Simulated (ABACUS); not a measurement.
**Band-structure run, with input and output: SnO (part 2 of 2)**

Continued. System: SnO (P4/nmm, 4 atoms in the cell). Method: Kohn-Sham DFT of a periodic cell, r2SCAN, SG15 ONCV 1.2 PBE, no spin polarisation (ABACUS 3.10.1); cutoff 1319.75 eV, 4×4×4 k-mesh, fermi-dirac of 0.05 eV. The structure derives from a Materials Project entry.

Geometry of the input (Å; fractional positions):
```
3.8137  0.0000  0.0000
0.0000  3.8137  0.0000
0.0000  0.0000  4.8869
Sn 0.5000  0.0000  0.7646
Sn 0.0000  0.5000  0.2354
O  0.0000  0.0000  0.0000
O  0.5000  0.5000  0.0000
```

Output, continued
```
 PW ALGORITHM --------------- ION=   1  ELEC=   3--------------------------------

 Density error is 0.02222500564
                          Error Threshold = 0.00243959358308
----------------------------------------------------------
     Energy           Rydberg                 eV
----------------------------------------------------------
 E_KohnSham     -303.8190544889      -4133.6703020210
 E_Harris       -302.3489401393      -4113.6683701555
 E_Fermi        0.8044028529         10.9444622873
----------------------------------------------------------

 PW ALGORITHM --------------- ION=   1  ELEC=   4--------------------------------

 Density error is 0.00105756487514
                          Error Threshold = 5.55625141e-05
----------------------------------------------------------
     Energy           Rydberg                 eV
----------------------------------------------------------
 E_KohnSham     -303.8261981843      -4133.7674969843
 E_Harris       -303.8340317227      -4133.8740777412
 E_Fermi        0.8128207284         11.0589933585
----------------------------------------------------------

 PW ALGORITHM --------------- ION=   1  ELEC=   5--------------------------------

 Density error is 0.000247300047639
                          Error Threshold = 2.64391218785e-06
----------------------------------------------------------
     Energy           Rydberg                 eV
----------------------------------------------------------
 E_KohnSham     -303.8265603699      -4133.7724247711
 E_Harris       -303.9673813424      -4135.6883923949
 E_Fermi        0.8159455592         11.1015088623
----------------------------------------------------------

 PW ALGORITHM --------------- ION=   1  ELEC=   6--------------------------------

 Density error is 7.00337674969e-06
                          Error Threshold = 6.18250119098e-07
----------------------------------------------------------
     Energy           Rydberg                 eV
----------------------------------------------------------
 E_KohnSham     -303.8266132132      -4133.7731437423
 E_Harris       -303.8156699153      -4133.6242525356
 E_Fermi        0.8148666348         11.0868293434
----------------------------------------------------------

 PW ALGORITHM --------------- ION=   1  ELEC=   7--------------------------------

 Density error is 6.47783133041e-07
                          Error Threshold = 1.75084418742e-08
----------------------------------------------------------
     Energy           Rydberg                 eV
----------------------------------------------------------
 E_KohnSham     -303.8266143917      -4133.7731597756
 E_Harris       -303.8209098478      -4133.6955454743
 E_Fermi        0.8149867773         11.0884639662
----------------------------------------------------------

 PW ALGORITHM --------------- ION=   1  ELEC=   8--------------------------------

 Density error is 1.0227451283e-08
                          Error Threshold = 1.6194578326e-09
----------------------------------------------------------
     Energy           Rydberg                 eV
----------------------------------------------------------
 E_KohnSham     -303.8266145416      -4133.7731618160
 E_Harris       -303.8275771934      -4133.7862593650
 E_Fermi        0.8150363373         11.0891382648
----------------------------------------------------------

 PW ALGORITHM --------------- ION=   1  ELEC=   9--------------------------------

 Density error is 1.20692816033e-09
                          Error Threshold = 2.55686282074e-11
----------------------------------------------------------
     Energy           Rydberg                 eV
----------------------------------------------------------
 E_KohnSham     -303.8266145468      -4133.7731618866
 E_KS(sigma->0) -303.8266101818      -4133.7731024974
 E_Harris       -303.8264029069      -4133.7702823780
 E_band         -10.8712938499       -147.9115409905
 E_one_elec     -102.0552393439      -1388.5327658305
 E_Hartree      74.5611049468        1014.4558764531
 E_xc           -42.2129411700       -574.3365292513
 E_Ewald        -234.1195302497      -3185.3596244795
 E_entropy(-TS) -0.0000087300        -0.0001187784
 E_descf        0.0000000000         0.0000000000
 E_exx          0.0000000000         0.0000000000
 E_Fermi        0.8150306955         11.0890615043
----------------------------------------------------------

 charge density convergence is achieved
 final etot is -4133.7731619 eV
 EFERMI = 11.089061504 eV

 STATE ENERGY(eV) AND OCCUPATIONS    NSPIN == 1
 1/5 kpoint (Cartesian) = 0.0000 0.0000 0.0000 (7733 pws)
       1       -11.1658      0.0312500
       2       -10.5824      0.0312500
       3       -10.4174      0.0312500
       4       -10.4174      0.0312500
       5       -10.4148      0.0312500
       6       -10.3661      0.0312500
       7       -10.3643      0.0312500
       8       -10.3068      0.0312500
       9       -10.2750      0.0312500
      10       -10.2750      0.0312500
      11       -10.1727      0.0312500
      12       -7.55554      0.0312500
      13        3.03154      0.0312500
      14        4.01807      0.0312500
      15        4.62114      0.0312500
      16        4.62114      0.0312500
      17        7.45364      0.0312500
      18        7.72790      0.0312500
      19        7.72790      0.0312500
      20        10.8324      0.0310669
      21        13.1942    1.62265e-20
      22        15.5734    3.50351e-41
      23        16.0336    3.52819e-45
      24        16.0336    3.52819e-45
      25        16.9510    3.79124e-53
      26        16.9510    3.79124e-53
      27        18.2272    3.11533e-64
      28        19.0980    8.50718e-72
      29        22.0824        0.00000
      30        24.5829        0.00000

 2/5 kpoint (Cartesian) = 0.065553 0.0000 0.0000 (7757 pws)
       1       -11.1476       0.125000
       2       -10.8661       0.125000
       3       -10.4032       0.125000
       4       -10.4026       0.125000
       5       -10.3848       0.125000
       6       -10.3720       0.125000
       7       -10.3394       0.125000
       8       -10.3174       0.125000
       9       -10.2889       0.125000
      10       -10.2822       0.125000
      11       -9.59295       0.125000
      12       -7.83759       0.125000
      13        2.86873       0.125000
      14        3.97078       0.125000
      15        4.95023       0.125000
      16        5.02537       0.125000
      17        6.78335       0.125000
      18        7.20842       0.125000
      19        7.35323       0.125000
      20        10.3442       0.125000
      21        14.0751    1.44767e-27
      22        14.5774    6.26933e-32
      23        16.0054    2.47662e-44
      24        16.4068    8.08427e-48
      25        16.6850    3.10049e-50
      26        17.2265    6.13372e-55
      27        18.8041    1.21671e-68
      28        22.1556        0.00000
      29        22.9235        0.00000
      30        23.2675        0.00000

 3/5 kpoint (Cartesian) = 0.13111 0.0000 0.0000 (7758 pws)
       1       -11.0761      0.0625000
       2       -11.0753      0.0625000
       3       -10.3813      0.0625000
       4       -10.3811      0.0625000
       5       -10.3755      0.0625000
       6       -10.3752      0.0625000
       7       -10.3171      0.0625000
       8       -10.3168      0.0625000
       9       -10.2934      0.0625000
      10       -10.2933      0.0625000
      11       -8.63997      0.0625000
      12       -8.63783      0.0625000
      13        3.19080      0.0625000
      14        3.19092      0.0625000
      15        5.89421      0.0625000
      16        5.89486      0.0625000
      17        6.06012      0.0625000
      18        6.06134      0.0625000
      19        8.18898      0.0625000
      20        8.18952      0.0625000
      21        14.3197    5.43623e-30
      22        14.3201    5.39335e-30
      23        17.1834    7.26111e-55
      24        17.1840    7.17740e-55
      25        17.2905    8.52318e-56
      26        17.2910    8.43531e-56
      27        20.1429    1.43100e-80
      28        20.1429    1.43073e-80
      29        23.0336        0.00000
      30        23.0337        0.00000

 4/5 kpoint (Cartesian) = 0.065553 0.065553 0.0000 (7744 pws)
       1       -11.1455       0.125000
       2       -10.9804       0.125000
       3       -10.4090       0.125000
       4       -10.3794       0.125000
       5       -10.3746       0.125000
       6       -10.3742       0.125000
       7       -10.3218       0.125000
       8       -10.3083       0.125000
       9       -10.2811       0.125000
      10       -10.2651       0.125000
      11       -9.24502       0.125000
      12       -7.99044       0.125000
      13        2.35215       0.125000
      14        3.36968       0.125000
      15        4.86908       0.125000
      16        6.20860       0.125000
      17        6.44871       0.125000
      18        6.77884       0.125000
      19        8.13800       0.125000
      20        10.0757       0.125000
      21        13.2841    1.07452e-20
      22        14.2789    2.45729e-29
      23        15.3992    4.56784e-39
      24        15.7974    1.58762e-42
      25        17.5871    4.52689e-58
      26        17.8956    9.46429e-61
      27        19.5863    1.95312e-75
      28        20.1515    2.40944e-80
      29        22.9826        0.00000
      30        24.6660        0.00000

 5/5 kpoint (Cartesian) = 0.13111 0.065553 0.0000 (7754 pws)
       1       -11.1125       0.125000
       2       -11.1119       0.125000
       3       -10.3811       0.125000
       4       -10.3811       0.125000
       5       -10.3733       0.125000
       6       -10.3731       0.125000
       7       -10.2827       0.125000
       8       -10.2827       0.125000
       9       -10.2803       0.125000
      10       -10.2798       0.125000
      11       -8.53015       0.125000
      12       -8.52798       0.125000
      13        2.32639       0.125000
      14        2.32640       0.125000
      15        5.62216       0.125000
      16        5.62260       0.125000
      17        7.39074       0.125000
      18        7.39143       0.125000
      19        8.45261       0.125000
      20        8.45325       0.125000
      21        13.0602    9.45947e-19
      22        13.0605    9.39735e-19
      23        16.1297    2.06344e-45
      24        16.1298    2.05805e-45
      25        18.3569    9.32476e-65
      26        18.3571    9.28424e-65
      27        19.2155    3.24687e-72
      28        19.2156    3.24185e-72
      29        23.8568        0.00000
      30        23.8575        0.00000

------------------------------------------------------------------------------------------
 TOTAL-FORCE (eV/Angstrom)
------------------------------------------------------------------------------------------
                       Sn1         0.0000000000         0.0000000000         0.2436083296
                       Sn2         0.0000000000         0.0000000000        -0.2436083296
                        O1         0.0000000000         0.0000000000         0.0000000000
                        O2         0.0000000000         0.0000000000         0.0000000000
------------------------------------------------------------------------------------------

----------------------------------------------------------------
 TOTAL-STRESS (KBAR)
----------------------------------------------------------------
        -5.1788823369         0.0000000000         0.0000000000
         0.0000000000        -5.1788823369         0.0000000000
         0.0000000000         0.0000000000        -8.3950300761
----------------------------------------------------------------
 TOTAL-PRESSURE: -6.250932 KBAR

 --------------------------------------------
 !FINAL_ETOT_IS -4133.7731618866137069 eV
 --------------------------------------------
```

Standard output
```
ABACUS v3.10.1

               Atomic-orbital Based Ab-initio Computation at UStc

 dft_functional readin is: MGGA_X_R2SCAN+MGGA_C_R2SCAN
 dft_functional in pseudopot file is: PBE
 Please make sure this is what you need
 dft_functional readin is: MGGA_X_R2SCAN+MGGA_C_R2SCAN
 dft_functional in pseudopot file is: PBE
 Please make sure this is what you need

%%%%%%%%%%%%%%%%%%%%%%%%%%%%%%%%%%%%%%%%%%%%%%%%%%%%%%%%%%%%%%%%%%%%%%%%%%%%%%%%%%%%%%%%%%%%%%%%%%%%%%%%%
 Warning: the number of valence electrons in pseudopotential > 4 for Sn: [Kr] 4d10 5s2 5p2
 Pseudopotentials with additional electrons can yield (more) accurate outcomes, but may be less efficient.
 If you're confident that your chosen pseudopotential is appropriate, you can safely ignore this warning.
%%%%%%%%%%%%%%%%%%%%%%%%%%%%%%%%%%%%%%%%%%%%%%%%%%%%%%%%%%%%%%%%%%%%%%%%%%%%%%%%%%%%%%%%%%%%%%%%%%%%%%%%%

 UNIFORM GRID DIM        : 45 * 45 * 60
 UNIFORM GRID DIM(BIG)   : 45 * 45 * 60
func,idMGGA_X_R2SCAN 497
func,idMGGA_C_R2SCAN 498
 ---------------------------------------------------------
 Self-consistent calculations for electrons
 ---------------------------------------------------------
 SPIN    KPOINTS         PROCESSORS  THREADS
 1       18              4           4
 ---------------------------------------------------------
 Use plane wave basis
 ---------------------------------------------------------
 ELEMENT NATOM       XC
 Sn      2
 O       2
 ---------------------------------------------------------
 Initial plane wave basis and FFT box
 ---------------------------------------------------------
 -------------------------------------------
 SELF-CONSISTENT :
 -------------------------------------------
 START CHARGE      : atomic
 ITER       ETOT/eV          EDIFF/eV         DRHO         DKIN     TIME/s
 DA1     -4.12706221e+03   0.00000000e+00   9.7584e-01   5.3961e-01   5.35
 DA2     -4.13043182e+03  -3.36960901e+00   9.9090e-01   5.0034e-01   2.34
 DA3     -4.13367030e+03  -3.23848607e+00   2.2225e-02   9.1042e-02   1.97
 DA4     -4.13376750e+03  -9.71949634e-02   1.0576e-03   3.1533e-02   2.26
 DA5     -4.13377242e+03  -4.92778680e-03   2.4730e-04   4.5762e-03   2.61
 DA6     -4.13377314e+03  -7.18971111e-04   7.0034e-06   1.4292e-03   2.19
 DA7     -4.13377316e+03  -1.60333041e-05   6.4778e-07   2.5153e-04   2.32
 DA8     -4.13377316e+03  -2.04041007e-06   1.0227e-08   2.7232e-05   2.18
 DA9     -4.13377316e+03  -7.06426170e-08   1.2069e-09   2.7165e-05   2.81
----------------------------------------------------------------
 TOTAL-STRESS (KBAR)
----------------------------------------------------------------
        -5.1788823369         0.0000000000         0.0000000000
         0.0000000000        -5.1788823369         0.0000000000
         0.0000000000         0.0000000000        -8.3950300761
----------------------------------------------------------------
 TOTAL-PRESSURE: -6.250932 KBAR
```

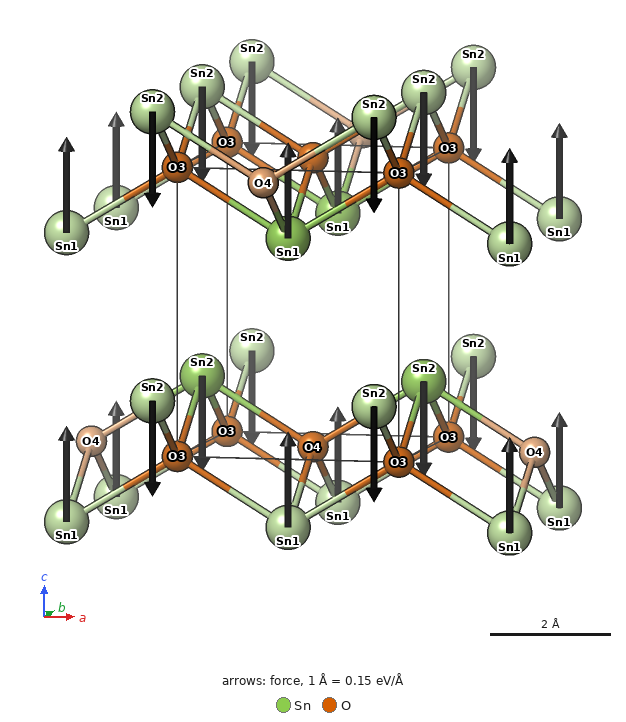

Forces on the atoms as black arrows (ball-and-stick view of the cell of the calculation, seen slightly off an axis; neighbours outside the cell are drawn fainter; atoms are numbered from 1 in the order of the input). The largest act on Sn1, Sn2 (0.24 eV/Å). The geometry is not a stationary point of this energy.

Key numbers

| quantity | value |
| --- | --- |
| outcome | converged |
| space group (tolerance 0.01 Å) | P4/nmm (129) |
| electrons treated | 40 |
| free energy | −4133.7732 eV |
| Fermi energy | 11.089 eV |
| gap on the k-point mesh | 0.55 eV |
| pressure | −0.63 GPa |
| largest force (length of the vector) | 0.244 eV/Å |
| wall time | 26 s (CPU time 1.7 min) |
| peak memory | 0.72 GiB |
